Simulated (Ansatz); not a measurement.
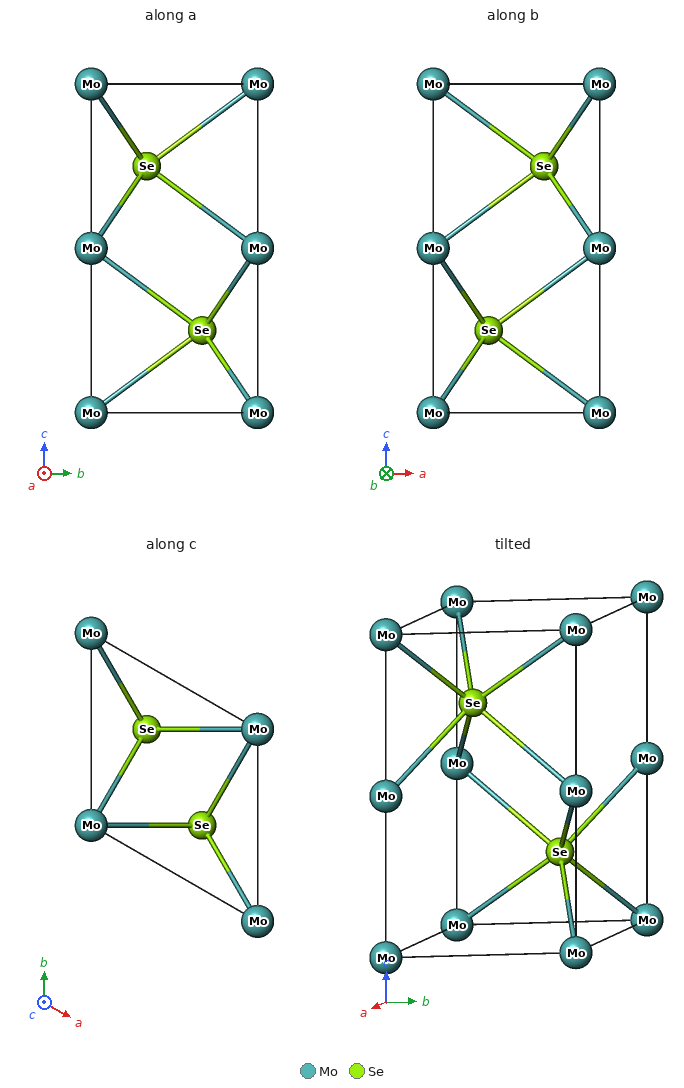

Drawn in the ball-and-stick manner and seen along the a axis, along the b axis, along the c axis and slightly off an axis. The conventional unit cell is outlined; an atom on or near a face, edge or corner is repeated at each equivalent position.

Lattice parameters: a = 3.995 Å, b = 3.995 Å, c = 6.834 Å, α = 90.00°, β = 90.00°, γ = 120.00°.

From the views, write a table of Wyckoff sites.

Answer. Space group P6_3/mmc (No. 194).
```json
{"atom": "Mo", "site": "2a", "x": "0.0000", "y": "0.0000", "z": "0.0000"}
{"atom": "Se", "site": "2c", "x": "0.3333", "y": "0.6667", "z": "0.2500"}
```

The structure comes from a structure type filled with these elements by a generator (whether the compound takes this form wasn't checked). The geometry comes from a coarse first relaxation with DFT r2SCAN+U, scalar-relativistic, plane waves, PAW (Ansatz 0.2.0).
